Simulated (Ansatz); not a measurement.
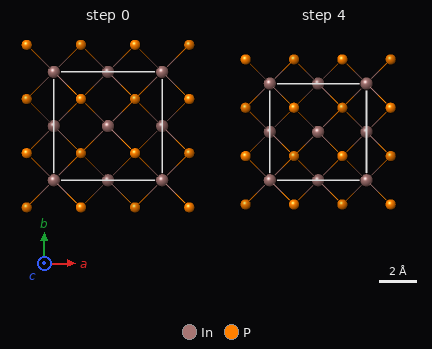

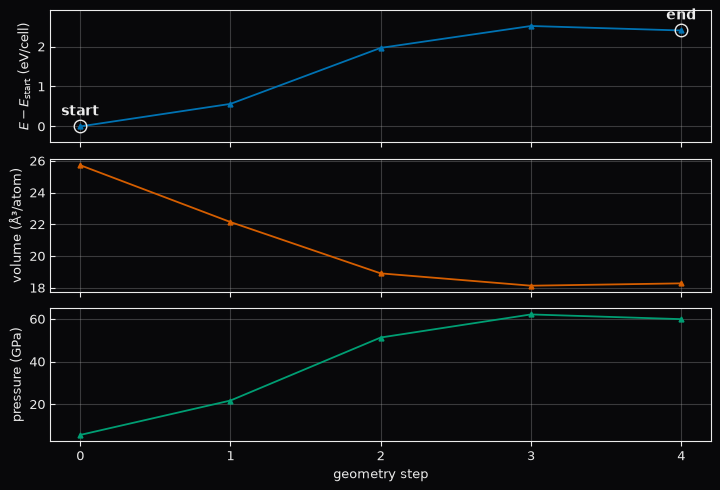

First and last geometry of a relaxation of solid InP (set up in F-43m) (coarse preliminary run), with the history of the run. Style: ball-and-stick. Shown: the conventional cell (4 times the calculation's cell), along the c axis. Lengths and directions refer to the drawn axes.

Case: input drawn at random.

The calculation used Ansatz 0.2.0, DFT PBE, scalar-relativistic, plane waves, PAW.

Input
```yaml
crystal:
  lattice:
    - [0.0, 2.9519763857, 2.9519763857]
    - [2.9519763857, 0.0, 2.9519763857]
    - [2.9519763857, 2.9519763857, 0.0]
  atoms:
    - { symbol: In, position: [0.0, 0.0, 0.0] }
    - { symbol: P, position: [0.25, 0.25, 0.25] }
basis:
  ecutwfc: 420
kpoints:
  mp_grid: { grid: [2, 2, 2] }
hamiltonian:
  xc: pbe
scf:
  occupations: { method: gaussian, width: 0.1 }
output:
  forces: true
  stress: true
  eigenvalues: true
relax:
  adjacent_minimum: "off"
  f_tol: 0.03
  max_steps: 5
  cell: { p_target: 60 }
```

Launched with:
```bash
ansatz run input.yaml --threads 1 --pin off --max-ram 1331MiB --backend cpu --events-out ev --progress --plain --runs-dir out
```

Question: What do the curves and the structures tell?

Answer: The relaxation stopped without meeting its thresholds, so the last structure isn't shown to be converged. It used up its limit of 5 steps. Over 4 geometry steps the energy rises by 2.403 eV per cell of the calculation. With the target pressure of 60 GPa, the enthalpy E + pV changes by −3.172 eV per cell of the calculation. All forces vanish by symmetry, so only the cell relaxes. The pressure goes from 5.57 to 59.92 GPa. The atoms keep their places relative to the cell (all moves are under 0.005 Å). The volume changes by −28.9 %, with a = b = c 5.904 → 5.269 Å (−10.8 %). Near-neighbour distances that change, for instance: In1–P2 2.556 → 2.281 Å. The space group stays F-43m (No. 216). The run took of the order of 6 core-seconds on a shared host.
